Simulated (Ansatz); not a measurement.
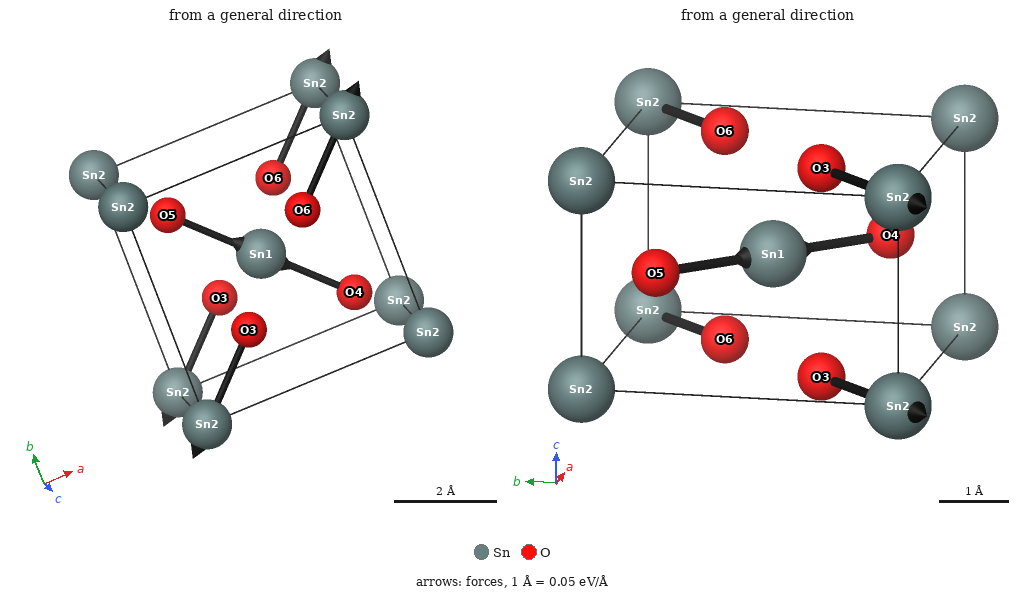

We look at a spheres-only model of the crystal from two general directions. The simulation cell is outlined; an atom on or near a face, edge or corner is repeated at each equivalent position. The arrows are the computed forces on the atoms.

System: SnO2. Computational set-up: Ansatz 0.2.0, DFT LDA, scalar-relativistic, plane waves, PAW, plane waves up to 420 eV, the zone sampled with 6×6×8 points, Gaussian smearing of 0.05 eV, no spin polarisation.

**Is the structure at rest?**

No. The atoms still feel forces of up to about 0.12 eV/Å, above a usual threshold of 0.01 to 0.03 eV/Å.

**Where does the largest force act?**

All O atoms, about 0.12 eV/Å.

Starting structure: a structure listed in the Materials Project. The cell was then strained or its atoms displaced on purpose. A calculation with Ansatz used it as input.
